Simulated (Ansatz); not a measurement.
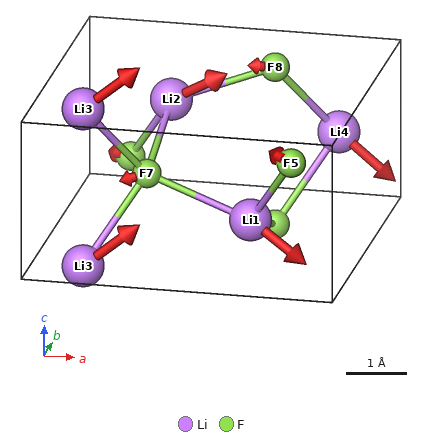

One vibrational mode of a crystal of LiF (a generated structure) at the zone centre. Displacements are drawn as red arrows; their common scale and sign are arbitrary. A ball-and-stick model of the cell of the calculation, seen from a free direction.

All numbers below come from DFT PBE, scalar-relativistic, plane waves, PAW in Ansatz 0.2.0.

Input
```yaml
crystal:
  lattice:
    - [5.3842726595, 0.0, 0.0]
    - [0.0, 5.3842726595, 0.0]
    - [0.0, 0.0, 2.8216675115]
  atoms:
    - { symbol: Li, position: [0.6632931402, 0.3367068598, 0.25] }
    - { symbol: Li, position: [0.3367068598, 0.6632931402, 0.75] }
    - { symbol: Li, position: [0.1632931402, 0.1632931402, 0.0] }
    - { symbol: Li, position: [0.8367068598, 0.8367068598, 0.5] }
    - { symbol: F, position: [0.8311790709, 0.1688209291, 0.75] }
    - { symbol: F, position: [0.1688209291, 0.8311790709, 0.25] }
    - { symbol: F, position: [0.3311790709, 0.3311790709, 0.5] }
    - { symbol: F, position: [0.6688209291, 0.6688209291, 0.0] }
basis:
  ecutwfc: 420
kpoints:
  mp_grid: { grid: [4, 4, 8] }
hamiltonian:
  xc: pbe
scf:
  occupations: { method: fixed }
output:
  eigenvalues: true
phonons:
  method: dfpt
  dielectric: true
  rigid_motions: translations
  eigenvectors: true
  qmesh: [1, 1, 4]
  temperatures: { t_max: 1000, t_step: 100 }
  qpath:
    path:
      - [[0.0, 0.0, 0.0], [0.0, 0.5, 0.0], [0.5, 0.5, 0.0], [0.0, 0.0, 0.0], [0.0, 0.0, 0.5], [0.0, 0.5, 0.5], [0.5, 0.5, 0.5], [0.0, 0.0, 0.5]]
      - [[0.0, 0.5, 0.0], [0.0, 0.5, 0.5]]
      - [[0.5, 0.5, 0.0], [0.5, 0.5, 0.5]]
    npoints: 8
```

Launched with:
```bash
ansatz run input.yaml --threads 1 --pin off --max-ram 2560MiB --backend cpu --events-out ev --progress --plain --runs-dir out
```

Frequencies are those without the non-analytic (LO–TO) term.

Q: Give the symmetry, activity and frequency of this mode.

A: This is the E mode (doubly degenerate; one member of the set is drawn) at 400 cm⁻¹, optical level 12 of 16, counted from below (1 lower level is imaginary, so the structure is unstable), infrared- and Raman-active by symmetry. It stretches the shortest F–Li bonds (1.92 Å); the kinetic energy is shared as Li 74 %, F 26 %. Its infrared intensity is 25 (D/Å)²/amu for the set.
